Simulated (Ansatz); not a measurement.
**Geometry relaxation, with input and output: Ni2Sb (part 1 of 2)**

The run: geometry relaxation of Ni2Sb (P6/mmm, 3 atoms in the cell). Method and program: DFT PBE, scalar-relativistic, plane waves, PAW, no spin polarisation (Ansatz 0.2.0).

The structure was built on a prototype by a generator; it need not be a known phase. It belongs to a series of runs on one base structure; here: AlB2 type (P6/mmm, No. 191).

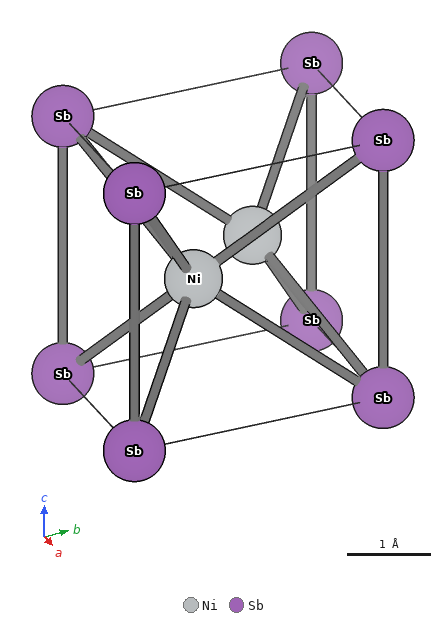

*The structure as given in the input (ball-and-stick view of the cell of the calculation, seen slightly off an axis).*

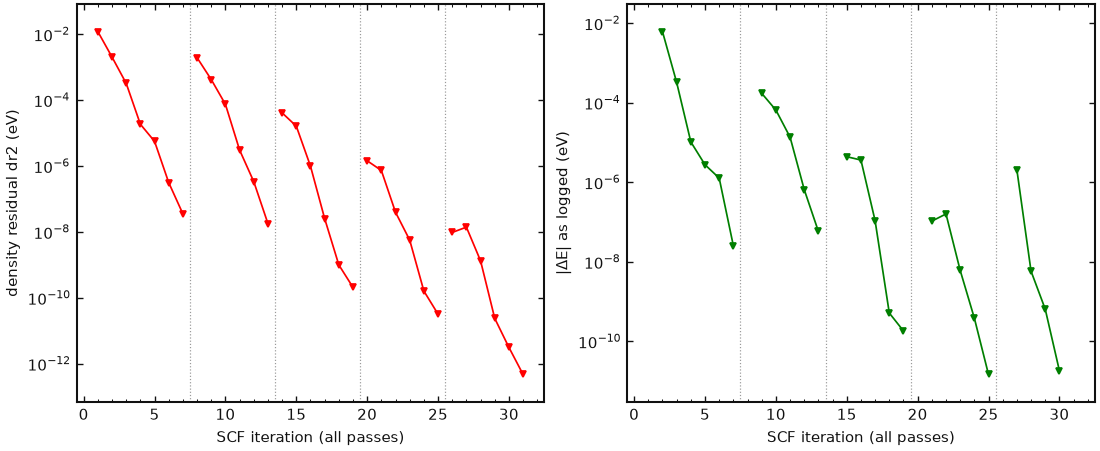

*Convergence of the self-consistent field: density residual dr2 and size of the energy change against the SCF iteration. The dotted lines part the SCF passes of the relaxation: geometry steps, rejected trials and re-solves on a re-selected basis.*

The 5 passes take 6 to 7 iterations each, 31 in all.

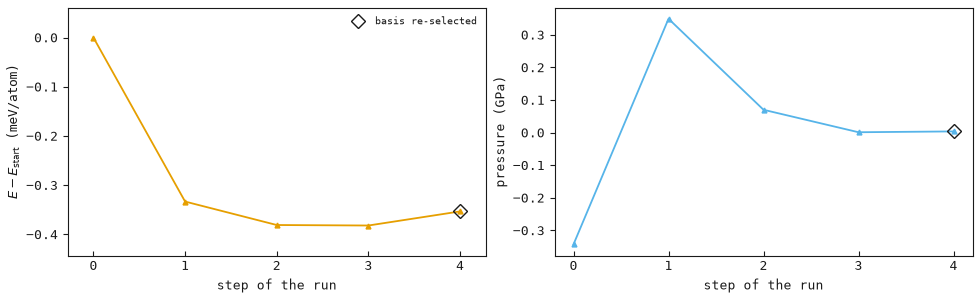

*Progress of the relaxation, step by step (the first geometry is step 0 here and step 1 in the log).*

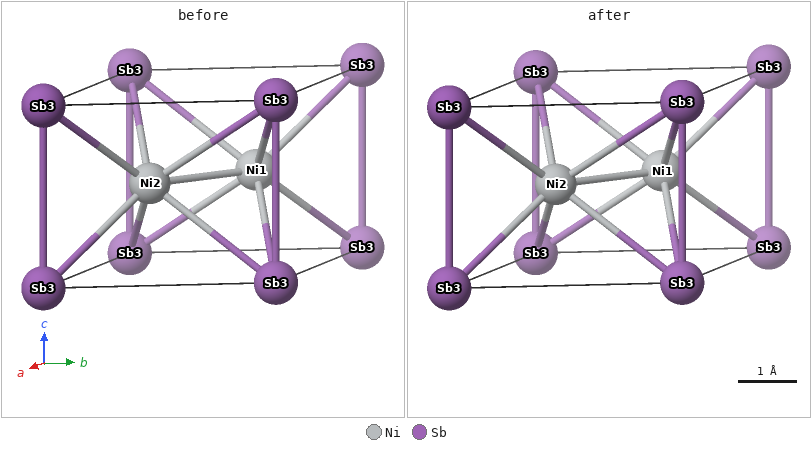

*Before (left) and after (right) the relaxation, at one scale (ball-and-stick view of the cell of the calculation, seen slightly off an axis).*

The atoms keep their places relative to the cell (all moves are under 0.005 Å). The volume changes by −0.6 %, with a = b 4.062 → 4.071 Å (+0.2 %), c 3.197 → 3.166 Å (−1.0 %). Distances before and after: Sb3–Sb3 3.197 → 3.166 Å, Ni1–Ni2 2.345 → 2.350 Å, Ni1–Sb3 2.838 → 2.834 Å. The space group stays P6/mmm (No. 191). Over 3 geometry steps the energy falls by 0.4 meV per atom. All forces vanish by symmetry, so only the cell relaxes. The pressure goes from −0.34 to 0.00 GPa. A last SCF at the same geometry on a re-selected plane-wave basis shifts the energy by +0.0 meV per atom. (Atoms are counted from 1 in the order of the input.)

The input and output of the run follow.

The input:
```yaml
crystal:
  lattice:
    - [4.0622710661, 0.0, 0.0]
    - [-2.031135533, 3.5180299403, 0.0]
    - [0.0, 0.0, 3.1972978539]
  atoms:
    - { symbol: Ni, position: [0.3333333333, 0.6666666667, 0.5] }
    - { symbol: Ni, position: [0.6666666667, 0.3333333333, 0.5] }
    - { symbol: Sb, position: [0.0, 0.0, 0.0] }
basis:
  ecutwfc: 420
kpoints:
  mp_grid: { grid: [12, 12, 14] }
hamiltonian:
  xc: pbe
scf:
  occupations: { method: gaussian, width: 0.1 }
output:
  forces: true
  stress: true
  eigenvalues: true
relax:
  adjacent_minimum: "off"
  f_tol: 0.01
  max_steps: 80
  cell: { stress_tol: 0.05 }
```

Run as:
```bash
ansatz run input.yaml --threads 1 --pin off --max-ram 2560MiB --backend cpu --events-out ev --progress --plain --runs-dir out
```

The program's output:
```
Engine: ansatz 0.2.0, x86_64-unknown-linux-gnu
Pseudopotentials: kind: paw
Pseudopotential: Ni, paw, valence charge 18, recommended cutoff 420 eV (normal), Ni.paw.azcp
Pseudopotential: Sb, paw, valence charge 15, recommended cutoff 420 eV (normal), Sb.paw.azcp
Functional definition: PBE
  parameter kappa = 0.804
  parameter beta = 0.06672455060314922
  exchange = pbe_x(kappa = kappa, mu = beta*pi^2/3)
  correlation = pbe_c(beta = beta)
Crystal: 3 atoms, lattice volume = 45.693 Å³
Basis set: ecut = 420 eV, 899 PW (Γ), exchange–correlation on 60×60×48 points (8 copies of the dense FFT grid, shifted against one another)
Bands: 31, of which v1, the nominal top of the filled ones, is band 26 counted from 1 (25 counted from 0)
Symmetry: 24 space group operations
Space group: P6/mmm (ITA 191), of the structure as read, at distance tolerance 3.6e-5 Å
k-points: 152 of 2016
Non-local potential: Ni, projectors of the file, l = 0: 3, l = 1: 2, l = 2: 3, l = 3: 1
Non-local potential: Sb, projectors of the file, l = 0: 2, l = 1: 2, l = 2: 2, l = 3: 2
PAW form: soft (Blöchl's): semilocal exchange-correlation on the pseudo side does not see the compensation charge
PAW one-centre angular grid: Ni, 590 points (default); XC on 64 Gauss nodes
PAW one-centre angular grid: Sb, 590 points (default); XC on 64 Gauss nodes
Initial density: superposition of atomic densities (neutral atoms: chi_scale 0, normalization atom), corrected by the library's trained network
Initial wavefunctions: pseudopotential atomic-orbital guess
Functional: x = pbe(κ = 0.804, μ = 0.2195149727645171), c = pbe(β = 0.06672455060314922)
SCF iter   1: F=—  HF=-18163.454571 eV  |F-HF|=—  |Δ(HF+E_count)|=         —  Δρ=1.14e-2  dr2=1.20e-2  ethr=1.77e-3  ⟨swp⟩=5.5  Hψ=16841  notcnv=0
preconditioner: auto → Kerker (q_TF=auto, 2.779 Å⁻¹)  [metal: Δε(μ)=0.002 eV  Ē_g=14.715 eV  σ=0.100 eV  W_gap=0.01  n_scr=20 (ndim 8)  ℏωp=32.5 eV  f_vac=0.000  D(μ)=4.05/eV (n_scr^D=46)]
SCF iter   2: F=—  HF=-18163.448438 eV  |F-HF|=—  |Δ(HF+E_count)|=   6.13e-3  Δρ=3.53e-3  dr2=2.03e-3  ethr=2.36e-5  ⟨swp⟩=2.0  Hψ=9490  notcnv=0
SCF iter   3: F=—  HF=-18163.448115 eV  |F-HF|=—  |Δ(HF+E_count)|=   3.23e-4  Δρ=8.54e-4  dr2=3.23e-4  ethr=3.98e-6  ⟨swp⟩=1.3  Hψ=4772  notcnv=0
SCF iter   4: F=—  HF=-18163.448126 eV  |F-HF|=—  |Δ(HF+E_count)|=   1.03e-5  Δρ=2.24e-4  dr2=1.85e-5  ethr=6.34e-7  ⟨swp⟩=2.0  Hψ=6305  notcnv=0
SCF iter   5: F=—  HF=-18163.448123 eV  |F-HF|=—  |Δ(HF+E_count)|=   2.75e-6  Δρ=1.32e-4  dr2=5.61e-6  ethr=3.62e-8  ⟨swp⟩=2.0  Hψ=6529  notcnv=0
SCF iter   6: F=—  HF=-18163.448122 eV  |F-HF|=—  |Δ(HF+E_count)|=   1.27e-6  Δρ=3.33e-5  dr2=3.13e-7  ethr=1.10e-8  ⟨swp⟩=2.0  Hψ=6308  notcnv=0
SCF iter   7: F=-18163.448122 eV  HF=-18163.448122 eV  |F-HF|=1.31e-9  |Δ(HF+E_count)|=   2.52e-8  Δρ=1.23e-5  dr2=3.52e-8  ethr=1.96e-10  ⟨swp⟩=7.6  Hψ=21115  notcnv=0
SCF 1 converged in 7 iterations: F = -18163.448122 eV  dr2 = 3.52e-8
  greatest PAW one-centre occupation: 1.001 electrons in one spin orbital (limit 2), on the Ni atom at site 1 (counted from 0), in its partial waves of l = 1
relax step   1: F+E_penalty+E_count = -18163.44812156 eV  Δ(F+E_penalty+E_count) = +0.000e0 eV  max|allowed force component| = 2.159e-17 eV/Å  Δτ_max = 0.0000 Å  P = -0.343 GPa  Ω = 45.693 Å³  (7 SCF iters, dr2 threshold 1.00e-7 eV, accepted)
Crystal: 3 atoms, lattice volume = 45.338 Å³
Basis set: ecut = 420 eV, 887 PW (Γ), exchange–correlation on 60×60×48 points (8 copies of the dense FFT grid, shifted against one another)
Initial density: handed on by an earlier stage of this run
Initial wavefunctions: those handed on with the density
iter 1 solved again at ethr=3.49e-6 eV; its pass at ethr=3.10e-3 eV (dr2=1.78e-3 eV) is discarded
SCF iter   1: F=—  HF=-18163.449373 eV  |F-HF|=—  |Δ(HF+E_count)|=         —  Δρ=2.18e-3  dr2=1.94e-3  ethr=3.49e-6  ⟨swp⟩=2.0  Hψ=22675  notcnv=0
preconditioner: auto → Kerker (q_TF=auto, 2.782 Å⁻¹)  [metal: Δε(μ)=0.005 eV  Ē_g=14.748 eV  σ=0.100 eV  W_gap=0.03  n_scr=20 (ndim 8)  ℏωp=32.6 eV  f_vac=0.000  D(μ)=3.54/eV (n_scr^D=44)]
SCF iter   2: F=—  HF=-18163.449201 eV  |F-HF|=—  |Δ(HF+E_count)|=   1.72e-4  Δρ=7.86e-4  dr2=4.21e-4  ethr=3.49e-6  ⟨swp⟩=1.0  Hψ=4712  notcnv=0
SCF iter   3: F=—  HF=-18163.449136 eV  |F-HF|=—  |Δ(HF+E_count)|=   6.52e-5  Δρ=3.03e-4  dr2=7.45e-5  ethr=8.25e-7  ⟨swp⟩=1.0  Hψ=4717  notcnv=0
SCF iter   4: F=—  HF=-18163.449122 eV  |F-HF|=—  |Δ(HF+E_count)|=   1.36e-5  Δρ=9.60e-5  dr2=3.05e-6  ethr=1.46e-7  ⟨swp⟩=1.9  Hψ=5369  notcnv=0
SCF iter   5: F=—  HF=-18163.449122 eV  |F-HF|=—  |Δ(HF+E_count)|=   6.51e-7  Δρ=3.11e-5  dr2=3.35e-7  ethr=5.97e-9  ⟨swp⟩=2.0  Hψ=6926  notcnv=0
SCF iter   6: F=-18163.449122 eV  HF=-18163.449122 eV  |F-HF|=7.37e-9  |Δ(HF+E_count)|=   5.77e-8  Δρ=6.11e-6  dr2=1.78e-8  ethr=5.88e-10  ⟨swp⟩=5.1  Hψ=20092  notcnv=0
SCF 2 converged in 6 iterations: F = -18163.449122 eV  dr2 = 1.78e-8
relax step   2: F+E_penalty+E_count = -18163.44912167 eV  Δ(F+E_penalty+E_count) = -1.000e-3 eV  max|allowed force component| = 8.172e-17 eV/Å  Δτ_max = 0.0000 Å  P = +0.349 GPa  Ω = 45.338 Å³  energy of the carried Pulay correction = +1.241e-4 eV  (6 SCF iters, dr2 threshold 3.00e-7 eV, accepted)
Crystal: 3 atoms, lattice volume = 45.419 Å³
iter 1 solved again at ethr=6.83e-8 eV; its pass at ethr=3.10e-3 eV (dr2=3.48e-5 eV) is discarded
SCF iter   1: F=—  HF=-18163.449273 eV  |F-HF|=—  |Δ(HF+E_count)|=         —  Δρ=2.36e-4  dr2=4.10e-5  ethr=6.83e-8  ⟨swp⟩=3.1  Hψ=24876  notcnv=0
preconditioner: auto → Kerker (q_TF=auto, 2.782 Å⁻¹)  [metal: Δε(μ)=0.004 eV  Ē_g=14.740 eV  σ=0.100 eV  W_gap=0.02  n_scr=20 (ndim 8)  ℏωp=32.6 eV  f_vac=0.000  D(μ)=3.64/eV (n_scr^D=44)]
SCF iter   2: F=—  HF=-18163.449269 eV  |F-HF|=—  |Δ(HF+E_count)|=   4.38e-6  Δρ=1.39e-4  dr2=1.62e-5  ethr=6.83e-8  ⟨swp⟩=1.0  Hψ=4712  notcnv=0
SCF iter   3: F=—  HF=-18163.449265 eV  |F-HF|=—  |Δ(HF+E_count)|=   3.61e-6  Δρ=4.08e-5  dr2=9.91e-7  ethr=3.18e-8  ⟨swp⟩=1.9  Hψ=4978  notcnv=0
iter 4 did not close the SCF: its close was put off for the readings that it lacked (scf_convergence_deferred on its scf_iter line)
SCF iter   4: F=-18163.449265 eV  HF=-18163.449265 eV  |F-HF|=1.33e-8  |Δ(HF+E_count)|=   1.07e-7  Δρ=1.04e-5  dr2=2.54e-8  ethr=1.94e-9  ⟨swp⟩=2.0  Hψ=6208  notcnv=0
iter 5 did not close the SCF: its close was put off for the readings that it lacked (scf_convergence_deferred on its scf_iter line)
SCF iter   5: F=-18163.449265 eV  HF=-18163.449265 eV  |F-HF|=1.46e-11  |Δ(HF+E_count)|=  5.13e-10  Δρ=2.24e-6  dr2=9.93e-10  ethr=4.99e-11  ⟨swp⟩=2.6  Hψ=8101  notcnv=0
SCF iter   6: F=-18163.449265 eV  HF=-18163.449265 eV  |F-HF|=3.64e-11  |Δ(HF+E_count)|=  1.82e-10  Δρ=6.59e-7  dr2=2.07e-10  ethr=1.95e-12  ⟨swp⟩=1.8  Hψ=12784  notcnv=0
SCF 3 converged in 6 iterations: F = -18163.449265 eV  dr2 = 2.07e-10
relax step   3: F+E_penalty+E_count = -18163.44926523 eV  Δ(F+E_penalty+E_count) = -1.436e-4 eV  max|allowed force component| = 2.174e-16 eV/Å  Δτ_max = 0.0000 Å  P = +0.070 GPa  Ω = 45.419 Å³  energy of the carried Pulay correction = +8.761e-5 eV  (6 SCF iters, dr2 threshold 3.00e-7 eV, accepted)
Crystal: 3 atoms, lattice volume = 45.434 Å³
iter 1 solved again at ethr=2.76e-9 eV; its pass at ethr=3.10e-3 eV (dr2=1.41e-6 eV) is discarded
```
